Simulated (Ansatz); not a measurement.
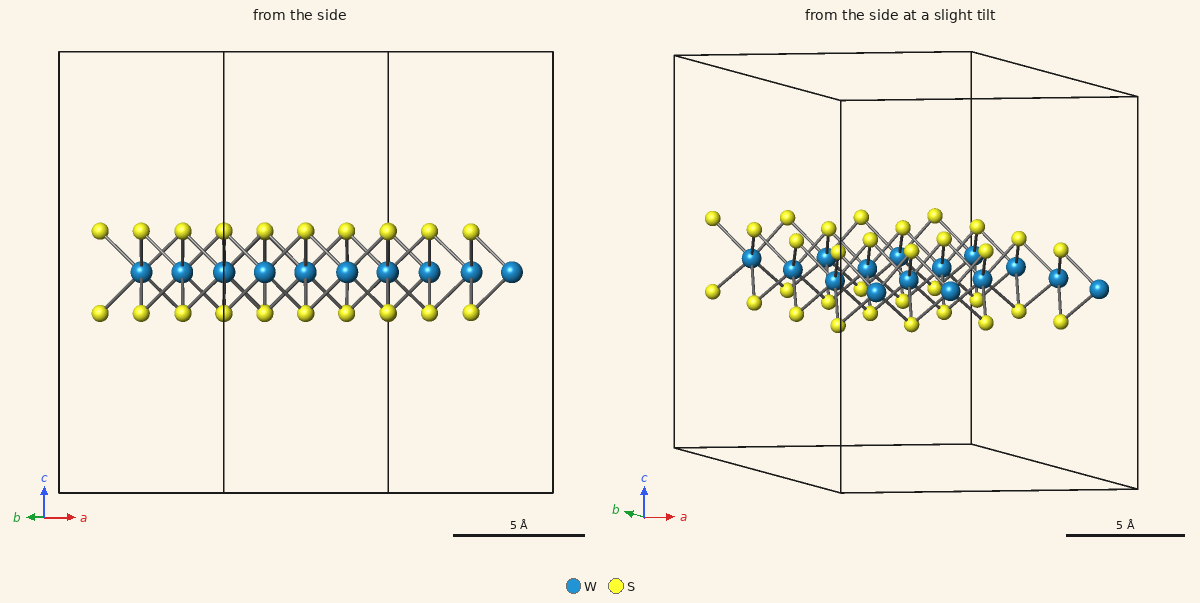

A ball-and-stick picture of a periodic sheet, seen from the side and from the side at a slight tilt. The surface normal points up in side views; the box is the simulation cell.

The cell holds 15 W, 32 S.

Q: Give the termination of both faces.

A: The top face ends in S, the bottom face in S. The two faces are alike.

Q: What is the thickness of the slab?

A: About 3.2 Å from the lowest to the highest atom, with about 14 Å of vacuum to the next image.

Q: Write the layer sequence, upper face first.

A: Three planes: S / W / S.

Q: What does the bonding look like?

A: Each W has six S in a trigonal prismatic arrangement at about 2.4 Å. Not all metal-metal contacts are counted. The bonds build W15S32 layers parallel to the surface.

The structure was taken from a structure listed in the Materials Project, repeated into a supercell with a point defect put in. The atoms were relaxed in a fixed cell with DFT PBE+D3(BJ), scalar-relativistic, plane waves, PAW (Ansatz 0.2.0).
